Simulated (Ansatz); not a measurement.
TaN: single-point calculation

- system: TaN (I4/mmm, 2 atoms in the cell)
- method: DFT r2SCAN, scalar-relativistic, plane waves, PAW, no spin polarisation (Ansatz 0.2.0)

The structure derives from an entry of the Crystallography Open Database. It belongs to a series of runs on one base structure; here: strain +0.000 along x and y, -0.025 along z, atoms carried along.

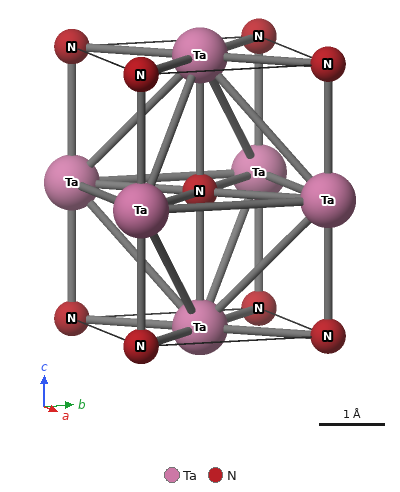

*The structure (ball-and-stick view of the cell 2 times as large as that of the calculation, set on its symmetry axes, seen slightly off an axis). An atom can appear more than once, as a periodic image.*

Near neighbours in the periodic cell (some may lie outside the picture): Ta has 6 N at 2.12 to 2.18 Å and 12 Ta at 3.04 to 3.08 Å; N has 6 Ta at 2.12 to 2.18 Å.

The input
```yaml
crystal:
  lattice:
    - [0.0, 2.179, 2.124525]
    - [2.179, 0.0, 2.124525]
    - [2.179, 2.179, 0.0]
  atoms:
    - { symbol: Ta, position: [0.5, 0.5, 0.5] }
    - { symbol: "N", position: [0.0, 0.0, 0.0] }
basis:
  ecutwfc: 500
kpoints:
  mp_grid: { grid: [18, 18, 18] }
hamiltonian:
  xc: r2scan
scf:
  occupations: { method: gaussian, width: 0.15 }
output:
  forces: true
  stress: true
  eigenvalues: true
  write_density: true
  write_potential: true
  elf: true
  volumetric_format: npy
```

Launched with:
```bash
ansatz run input.yaml --threads 1 --pin off --max-ram 2560MiB --backend cpu --events-out ev --progress --plain --runs-dir out
```

What the program printed
```
Engine: ansatz 0.2.0, x86_64-unknown-linux-gnu
Pseudopotentials: kind: paw
Pseudopotential: Ta, paw, valence charge 13, recommended cutoff 500 eV (meta_gga), Ta.paw.azcp
Pseudopotential: N, paw, valence charge 5, recommended cutoff 500 eV (meta_gga), N.paw.azcp
Functional definition: r2SCAN
  parameter k0 = 0.174
  parameter k1 = 0.065
  parameter a1 = 4.9479
  exchange = r2scan_x(k0 = k0, k1 = k1, a1 = a1)
  correlation = r2scan_c
Crystal: 2 atoms, lattice volume = 20.175 Å³
Basis set: ecut = 500 eV, 531 PW (Γ), exchange–correlation on 96×96×96 points (64 copies of the dense FFT grid, shifted against one another)
Bands: 13, of which v1, the nominal top of the filled ones, is band 9 counted from 1 (8 counted from 0)
Symmetry: 16 space group operations
Space group: I4/mmm (ITA 139), of the structure as read, at distance tolerance 2.7e-5 Å
k-points: 480 of 5832
Non-local potential: Ta, projectors of the file, l = 0: 3, l = 1: 2, l = 2: 2, l = 3: 1
Non-local potential: N, projectors of the file, l = 0: 2, l = 1: 2, l = 2: 1
PAW form: soft (Blöchl's): semilocal exchange-correlation on the pseudo side does not see the compensation charge
PAW frozen core: Ta, regenerated for the run's functional (the file was generated under x = pbe(κ = 0.804, μ = 0.2195149727645171), c = pbe(β = 0.06672455060314922))
PAW frozen core: N, regenerated for the run's functional (the file was generated under x = pbe(κ = 0.804, μ = 0.2195149727645171), c = pbe(β = 0.06672455060314922))
PAW one-centre angular grid: Ta, 590 points (default); XC on 160 Gauss nodes
PAW one-centre angular grid: N, 302 points (default); XC on 160 Gauss nodes
Initial density: superposition of atomic densities (neutral atoms: chi_scale 0, normalization atom), corrected by the library's trained network
Initial wavefunctions: pseudopotential atomic-orbital guess
Functional: x = r2scan, c = r2scan; τ floored in thin density (d = 2e-4 eV/Å³)
SCF iter   1: F=—  HF=-10330.892815 eV  |F-HF|=—  |Δ(HF+E_count)|=         —  Δρ=7.48e-3  dr2=3.67e-3  dr2_τ=1.57e-1  ethr=1.77e-3  ⟨swp⟩=5.5  Hψ=78217  notcnv=0  defer=96
automatic band count: the SCF goes on with 17 bands, as 13 were too few: the levels above may hold too much charge
preconditioner: auto → none  [metal: Δε(μ)=0.020 eV  Ē_g=17.126 eV  σ=0.150 eV  W_gap=0.07  n_scr=8 (ndim 8)  ℏωp=26.1 eV  f_vac=0.000  D(μ)=0.74/eV (n_scr^D=8)  sad-step TF]
SCF iter   2: F=—  HF=-10330.973689 eV  |F-HF|=—  |Δ(HF+E_count)|=   8.09e-2  Δρ=6.34e-3  dr2=5.21e-3  dr2_τ=3.49e-4  ethr=2.04e-5  ⟨swp⟩=2.0  Hψ=18573  notcnv=0  defer=1222
SCF iter   3: F=—  HF=-10330.974167 eV  |F-HF|=—  |Δ(HF+E_count)|=   4.77e-4  Δρ=3.65e-3  dr2=1.05e-3  dr2_τ=2.89e-4  ethr=2.04e-5  ⟨swp⟩=2.0  Hψ=9255  notcnv=0  defer=1222
SCF iter   4: F=—  HF=-10330.974673 eV  |F-HF|=—  |Δ(HF+E_count)|=   5.06e-4  Δρ=2.46e-3  dr2=1.25e-3  dr2_τ=8.60e-5  ethr=5.86e-6  ⟨swp⟩=3.0  Hψ=11513  notcnv=0  defer=1222
SCF iter   5: F=—  HF=-10330.974421 eV  |F-HF|=—  |Δ(HF+E_count)|=   2.52e-4  Δρ=1.28e-4  dr2=1.53e-6  dr2_τ=2.56e-7  ethr=5.86e-6  ⟨swp⟩=2.0  Hψ=8916  notcnv=0  defer=1222
SCF iter   6: F=—  HF=-10330.974424 eV  |F-HF|=—  |Δ(HF+E_count)|=   3.10e-6  Δρ=8.39e-5  dr2=1.58e-6  dr2_τ=1.06e-7  ethr=8.50e-9  ⟨swp⟩=2.1  Hψ=11301  notcnv=0  defer=1222
SCF iter   7: F=—  HF=-10330.974424 eV  |F-HF|=—  |Δ(HF+E_count)|=   1.46e-8  Δρ=3.16e-5  dr2=2.25e-7  dr2_τ=1.41e-8  ethr=8.50e-9  ⟨swp⟩=2.2  Hψ=9064  notcnv=0  defer=1222
SCF iter   8: F=-10330.974424 eV  HF=-10330.974424 eV  |F-HF|=2.61e-8  |Δ(HF+E_count)|=   9.75e-9  Δρ=1.57e-5  dr2=5.20e-8  dr2_τ=3.10e-9  ethr=5.56e-10  ⟨swp⟩=12.3  Hψ=46075  notcnv=0
SCF 1 converged in 8 iterations: F = -10330.974424 eV  dr2 = 5.20e-8
  greatest PAW one-centre occupation: 0.998 electrons in one spin orbital (limit 2), on the Ta atom at site 0 (counted from 0), in its partial waves of l = 0
```

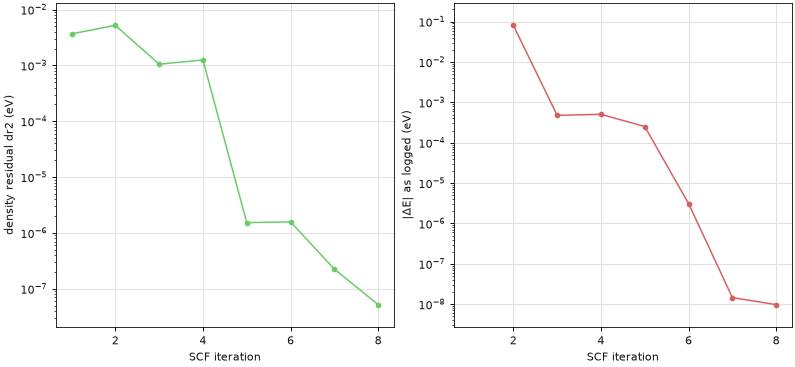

*Convergence of the self-consistent field: density residual dr2 and size of the energy change against the SCF iteration.*

The residual falls almost steadily, with no more than small rises.

```
SCF converged after 8 iterations
Free energy (F): -10330.974424 eV
Harris-Foulkes:  -10330.974424 eV  (|F-HF|=2.61e-8)
Internal energy: -10330.966132 eV  (E = F + TS)
E sigma→0 (E₀):  -10330.970278 eV
Entropy (-TS):   -0.008291 eV (-4.146 meV/atom)
Fermi energy:    23.042686 eV
--- Per-component energies (eV) ---
  E_band       = -39.558997
  E_kinetic    = 507.368538
  E_local      = -549.259770  (includes V_loc(G=0)·N_el)
  E_nonlocal   = 60.601950
  E_hartree    = 188.861752
  E_xc         = -267.067666
  E_vxc        = -310.510973  (∫ρ·V_xc dr)
  E_paw        = -8552.997681  (= ΣΔE_a)
  E_vpaw       = -141.520490  (= ΣTr[D̂ρ^β])
  E_aug_tail   = 0.000107  (compensation charges beyond the density's cutoff)
  E_vtau       = 16.039956  (kinetic-family band-sum trace: ∫τ·v_τ [+ j·A + Jᵃ·Aᵃ] dr)
  E_ewald      = -1717.687517
  E_core_change = -0.785845  (= ΣΔE_core)
  E_smearing   = -0.008291  (= −TS)
  E_closure    = 0.000000  (closes the sum)
  Σ components = -10330.974424   (vs F -10330.974424, Δ=0.00e0)
--- Forces (eV/Å), atoms counted from 1 ---
  atom   1  Ta     0.00000000     0.00000000     0.00000000
  atom   2  N     -0.00000000     0.00000000    -0.00000000
  max |Σ_I F_I| component: 2.45e-29 eV/Å
--- Stress (GPa, compression-positive) ---
       14.145902       0.000000       0.000000
        0.000000      14.145902       0.000000
        0.000000       0.000000      34.439620
  P = ⅓ Tr σ = 20.9105 GPa (209.105 kbar)
--- Band table (eV; the first three rows and the last of 480) ---
  k-point 0: bands = ["-48.3722", "-13.9455", "-13.9455", "-13.9372", "2.5958", "18.6740", "18.6740", "18.8097", "20.6163", "20.6163", "20.9415", "23.0290", "23.2594", "25.4100", "32.7170", "48.1427", "48.9740"]
  k-point 1: bands = ["-48.3699", "-13.9785", "-13.9490", "-13.9421", "2.6794", "18.2737", "18.3801", "18.4965", "20.7661", "20.8063", "21.0769", "23.3572", "23.5980", "25.6477", "32.9696", "47.2655", "48.1687"]
  k-point 2: bands = ["-48.3632", "-14.0793", "-13.9593", "-13.9490", "2.9226", "17.3615", "17.7361", "17.8402", "21.1182", "21.1646", "21.3657", "24.1935", "24.4549", "26.2833", "33.6830", "45.3776", "46.7711"]
  k-point 479: bands = ["-48.2630", "-14.8406", "-14.3210", "-14.3210", "3.8083", "16.0410", "17.0039", "17.8111", "17.8111", "25.4943", "26.9028", "26.9028", "28.4035", "31.2491", "32.8246", "41.0182", "41.0182"]
```

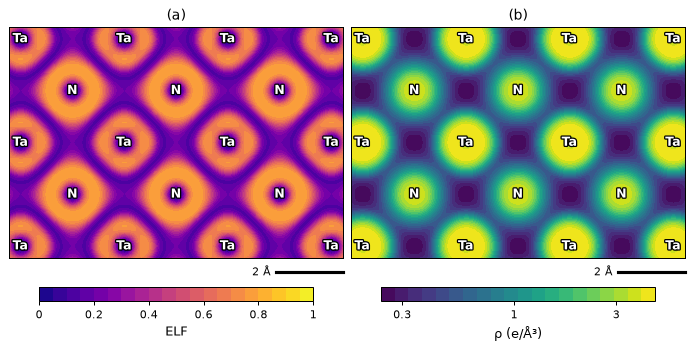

*(a) electron localisation function; (b) valence electron density on the (001) plane of the conventional cell.*

Ta–N (2.18 Å): ρ is about 0.55 e/Å³ halfway; the ELF is about 0.15 at the midpoint; a polar contact without a shared pair, in a metal. Away from the nuclei the density in this plane falls to 0.24 e/Å³ at its lowest. The strong features right at Ta lie inside the PAW spheres (semicore, d or f shells) and say nothing about bonding. The fields are those of the smooth PAW valence density.

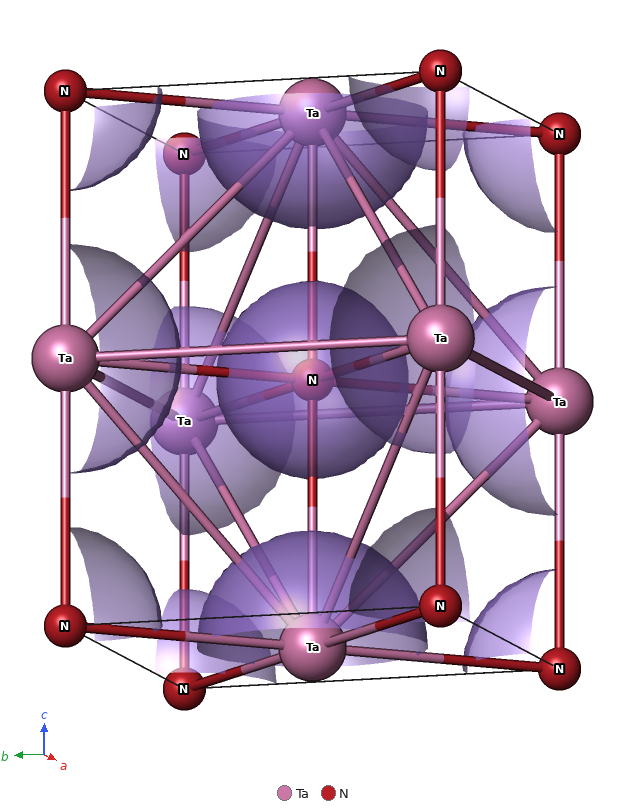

*Isosurface of the valence charge density (pseudo) at 1 e/Å³ (purple), seen at an oblique angle. Sticks mark near contacts. The outline is the cell set on symmetry axes.*

At this value the density breaks into separate islands; it holds about 65 % of the electrons treated as valence (semicore included). It is pinched off along the Ta–N (2.12 Å), Ta–Ta (3.04 Å) and Ta–N (2.18 Å) contacts. On the grid the lowest density along these lines, outside the cores, is 0.62 e/Å³ (Ta–N, 2.12 Å), 0.25 e/Å³ (Ta–Ta, 3.04 Å) and 0.55 e/Å³ (Ta–N, 2.18 Å).

Results in brief

- outcome: converged
- space group (tolerance 0.01 Å): I4/mmm (139)
- electrons treated: 18
- free energy: −10330.9744 eV
- Fermi energy: 23.043 eV
- gap on the k-point mesh: none (metallic)
- pressure: 20.91 GPa
- largest force (length of the vector): under 0.001 eV/Å
- hardware: 1 thread of Intel Xeon @ 2.70GHz, 189 GiB of memory available, shared host
- wall time: 22 s
- peak memory: 0.53 GiB

Remarks

Spin–orbit coupling is left out, which matters for Ta.
